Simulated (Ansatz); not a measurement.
System: AlN, space group P6_3mc (No. 186).

The given structure:
```yaml
crystal:
  lattice:
    - [-3.11100, 0.00000, 0.00000]
    - [-1.55550, -2.69421, 0.00000]
    - [0.00000, 0.00000, 9.95600]
  atoms:
    - { symbol: Al, position: [0.33333, 0.33333, 0.90375] }
    - { symbol: Al, position: [0.33333, 0.33333, 0.40375] }
    - { symbol: Al, position: [0.66667, 0.66667, 0.15375] }
    - { symbol: Al, position: [0.66667, 0.66667, 0.65375] }
    - { symbol: N, position: [0.33333, 0.33333, 0.09625] }
    - { symbol: N, position: [0.33333, 0.33333, 0.59625] }
    - { symbol: N, position: [0.66667, 0.66667, 0.34625] }
    - { symbol: N, position: [0.66667, 0.66667, 0.84625] }
```

Calculation (Ansatz 0.2.0): rigid opening of a crystal across a plane by lengthening cell vector c along the normal, one cut a cell, unrelaxed, by plane-wave density functional theory with PAW datasets, free energies less that of the undisturbed cell; scalar-relativistic. Level: PBE, no spin polarisation.

wave cutoff 420 eV; k mesh 8×8×3; occupations Gaussian; smearing width 0.05 eV; k shift (0, 0, 0) (mesh steps); start as given; height of the cut 0 (fraction of cell vector c).

What does the calculation give for the separation energy and traction against opening? The opening takes the values −0.30, −0.15, 0.00, 0.25, 0.50, 0.75, 1.00, 1.50, 2.00, 3.00, 4.50, 6.00 Å.

The energy levels off at about 7200 mJ/m², the work of separating the two rigid halves, or 3600 mJ/m² for each new face on average. The energy rises on both sides of the starting structure, which is therefore a minimum along this path. The separation energy is 1892.6 mJ/m² at opening −0.30 Å and 7196.7 mJ/m² at 6.00 Å; the lowest computed point is at opening 0.00 Å (0.0 mJ/m²), in a single well. The traction goes from −158 GPa at opening −0.30 Å to 0 GPa at 6.00 Å, not monotonically, with a high of 43 GPa at 0.50 Å.

```tsv
opening (Å)	separation energy (mJ/m²)	traction (GPa)
-0.30	1892.6	-158
-0.15	382.2	-55
0.00	0.0	-2
0.25	489.2	34
0.50	1482.7	43
0.75	2555.0	42
1.00	3555.3	38
1.50	5170.3	27
2.00	6215.0	15
3.00	6987.1	3
4.50	7151.9	0
6.00	7196.7	0
```

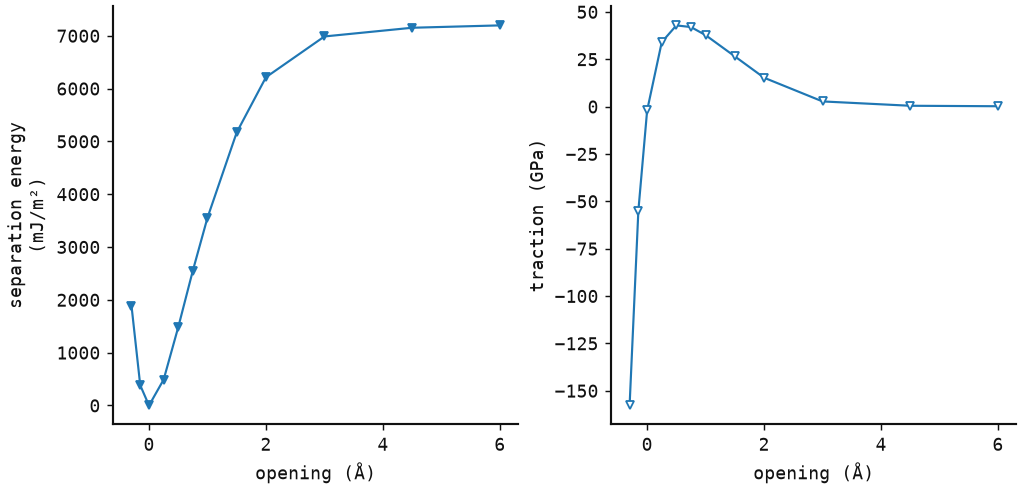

Note: gap closes along the scan on a mesh chosen for the insulator; odd k mesh can miss points on the zone edge; reference crystal is not relaxed.
